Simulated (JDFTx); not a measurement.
**Ga: 7 runs along one coordinate**

System: Ga (2 atoms in the cell).
Method: Kohn-Sham DFT of a periodic cell, PBEsol, PseudoDojo-SR-PBEsol-0.4.1-standard, no spin polarisation (JDFTx 1.7.0 (patched build)).

The 7 runs differ only in the geometry, by an even scaling of the cell at fixed fractional positions. The structure derives from an entry of the Crystallography Open Database.

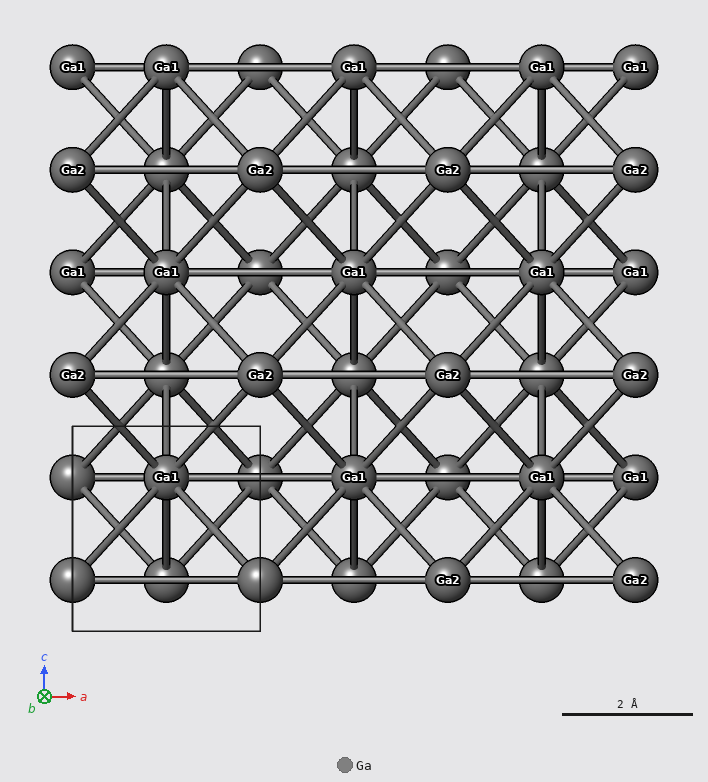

Figure 1. The structure of run 4 (ball-and-stick view of the cell 2 times as large as that of the calculation, set on its symmetry axes, repeated 3 × 1 × 3, along the b axis; atoms are numbered from 1 in the order of the input). An atom can appear more than once, as a periodic image.

### Input of run 4
```
lattice \
    2.7401028807     2.7401028807     0.0000000000 \
   -7.6817366966     7.6817366966     0.0000000000 \
    0.0000000000     0.0000000000     5.9904318151
coords-type Lattice
ion Ga     0.1330000000     0.8670000000     0.7500000000 1
ion Ga     0.8670000000     0.1330000000     0.2500000000 1

ion-species pseudo/Ga.upf
elec-cutoff 40 320
elec-ex-corr gga-PBEsol
kpoint-folding 10 10 8
elec-smearing Fermi 0.0018374661
elec-n-bands 19
electronic-SCF nIterations 100 energyDiffThreshold 1e-09
electronic-minimize nIterations 30 energyDiffThreshold 1e-7
forces-output-coords Cartesian

dump-name run.$VAR
dump End Ecomponents EigStats BandEigs Kpoints Forces Stress ElecDensity Dtot KEdensity
```

Command:
```bash
jdftx -c 1 -i Ga.in -o Ga.out
```

Lattice vectors (Å) and fractional positions of run 4:
```
   1.450000   -4.065000    0.000000
   1.450000    4.065000    0.000000
   0.000000    0.000000    3.170000
Ga  0.133000  0.867000  0.750000
Ga  0.867000  0.133000  0.250000
```

Run 6 differs from it as follows:
```diff
-    2.7401028807     2.7401028807     0.0000000000 \
-   -7.6817366966     7.6817366966     0.0000000000 \
-    0.0000000000     0.0000000000     5.9904318151
+    2.7761610009     2.7761610009     0.0000000000 \
+   -7.7828237718     7.7828237718     0.0000000000 \
+    0.0000000000     0.0000000000     6.0692623264
```

### Results, with one run withheld

| run | volume per atom (Å³) | free energy per atom, from the lowest run given (meV) | pressure (GPa) |
| --- | --- | --- | --- |
| 1 | 17.564 | 2.36 | 1.65 |
| 2 | 17.937 | 0.00 | 0.27 |
| 3 | 18.311 | 0.69 | −0.97 |
| 4 | 18.685 | 4.10 | −2.06 |
| 5 | 19.058 | 9.89 | −3.01 |
| 6 | 19.432 | ? | ? |
| 7 | 19.806 | 27.50 | −4.58 |

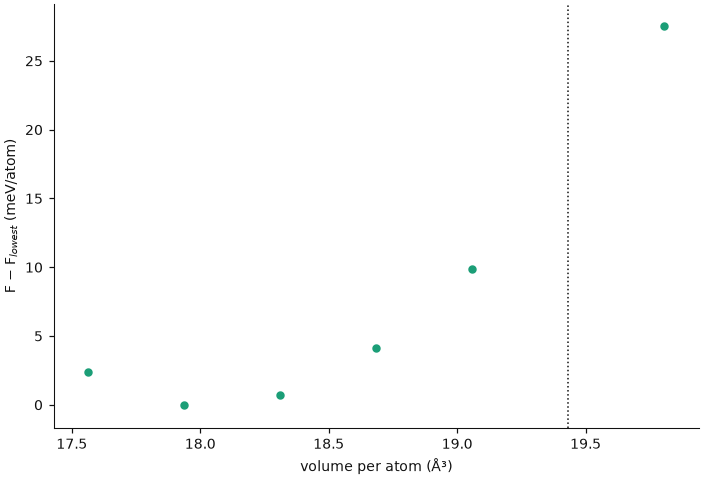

Figure 2. Free energy per atom of the runs given; the dotted line marks run 6.

Fit the runs given and predict run 6.

A cubic polynomial in V^(−2/3) (the Birch–Murnaghan form), fitted to the 6 runs given, misses them by at most 0.01 meV per atom. With x = V^(−2/3) − 0.14278 Å⁻², it reads F = 2.4363 − 1914.5 x + 3.5657e+05 x² + 1.4815e+06 x³ (meV per atom). At run 6 it gives 17.77 meV per atom, and the run itself gives 17.78. The slope of the fit gives a pressure −dF/dV of −3.79 GPa there, and the run prints −3.85 GPa. The two needn't agree exactly: the fit is approximate, and the printed stress is taken on a finite basis. The fit has its minimum at 18.033 Å³ per atom, where V d²F/dV² gives 61.5 GPa. Cell shape and fractional positions are held, so this is the stiffness under even scaling; the relaxed bulk modulus wasn't computed.

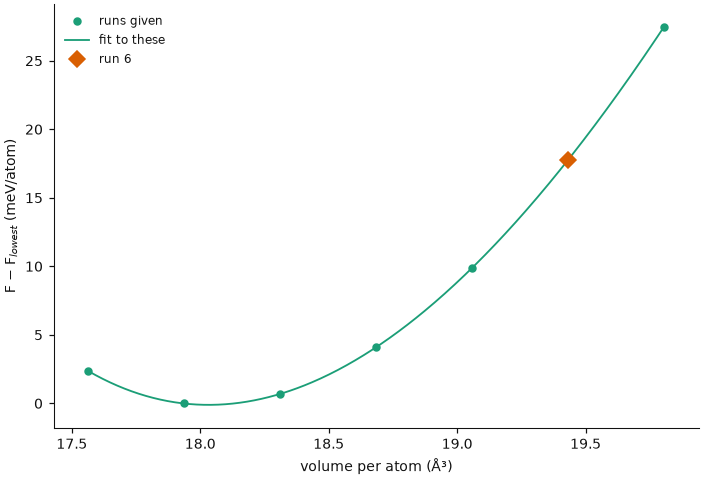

Figure 3. The fit and the withheld run.

### Some lines of the output (run 6)
```
[...]
unit cell volume = 262.269
     Etot =     -134.3033645849098434
        F =     -134.3035026702538630
	HOMO-LUMO gap: +0.000441
	Optical gap  : +0.013726 at state 113 ( [ +0.300000 +0.300000 +0.375000 ] spin 0 )
```
